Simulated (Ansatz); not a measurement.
## Electronic structure of CdF₂ in real space

Input file:

```
crystal:
  lattice:
    - [2.7544417198, 2.7544417198, 0.0]
    - [-2.7544417198, 2.7544417198, 0.0]
    - [0.0, 0.0, 5.3718465381]
  atoms:
    - { symbol: Cd, position: [0.0, 0.0, 0.0] }
    - { symbol: Cd, position: [0.5, 0.5, 0.5] }
    - { symbol: F, position: [0.0, 0.5, 0.75] }
    - { symbol: F, position: [0.5, 0.0, 0.75] }
    - { symbol: F, position: [0.5, 0.0, 0.25] }
    - { symbol: F, position: [0.0, 0.5, 0.25] }
basis:
  ecutwfc: 420
kpoints:
  mp_grid: { grid: [6, 6, 4] }
hamiltonian:
  xc: pbe
scf:
  occupations: { method: gaussian, width: 0.02 }
output:
  forces: true
  stress: true
  eigenvalues: true
  write_density: true
  write_potential: true
  elf: true
  volumetric_format: npy
relax:
  adjacent_minimum: "off"
  f_tol: 0.008
  max_steps: 40
  cell: { stress_tol: 0.015, fix: [c, angles] }
```

Launched as:

```sh
ansatz run input.yaml --threads 1 --pin off --max-ram 2560MiB --backend cpu --events-out ev --progress --plain --runs-dir out
```

Below, planes, directions and counts refer to the conventional cell (a = 3.90 Å, b = 3.90 Å, c = 5.37 Å, α = 90.00°, β = 90.00°, γ = 90.00°).

Space group I4/mmm; changed on purpose from its base cell (uniaxial strain along c, a, b and atoms relaxed: -2.0 %).

The calculation used DFT PBE, scalar-relativistic, plane waves, PAW in Ansatz.

The density is the valence pseudo-density of a PAW calculation; it isn't the true density close to the nuclei.

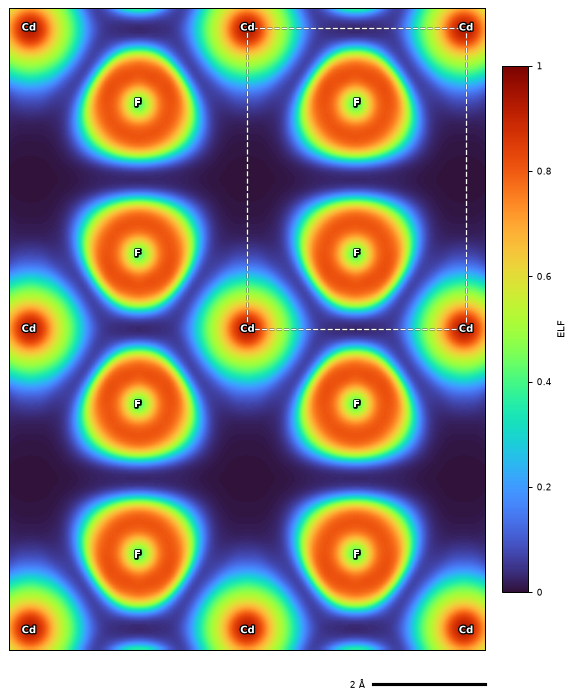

Figure 1. Electron localisation function on the (100) plane of the conventional cell.

Describe what can be read from this map.

Answer. The section cuts through Cd and F sites.
Cd–F (2.37 Å): the ELF is about 0.05 at the midpoint (no localised pair shows between them).
The features right at Cd lie inside the PAW spheres, where the map follows smoothed inner orbitals and isn't to be read closely.

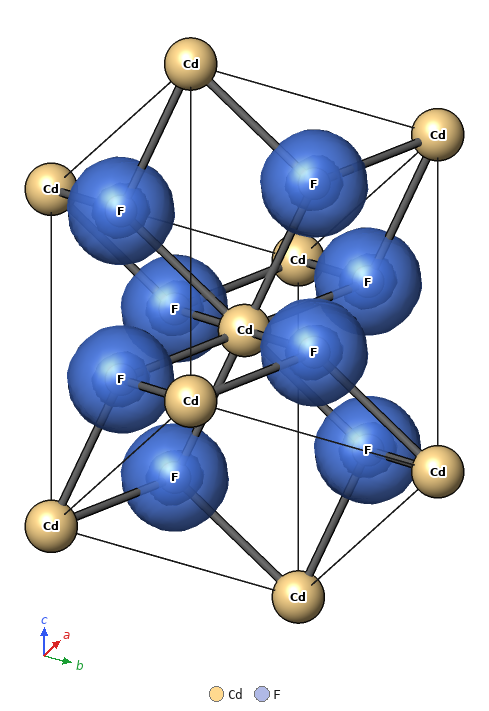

Figure 2. Isosurface of the electron localisation function at 0.75 (blue), seen at an oblique angle. Core shells and regions of very low density are left out. Sticks mark near contacts.

Where are the electrons localised?

Answer. The ELF exceeds this value in four regions wrapped around F (the valence shell of each), counted in one cell of 6 atoms. Regions shared between cells count once.

Does the calculation make it a metal, or give it a gap?

Answer. It is gapped, with a Kohn–Sham gap of 2.9 eV on the k-point mesh, an upper bound to the gap of this method.
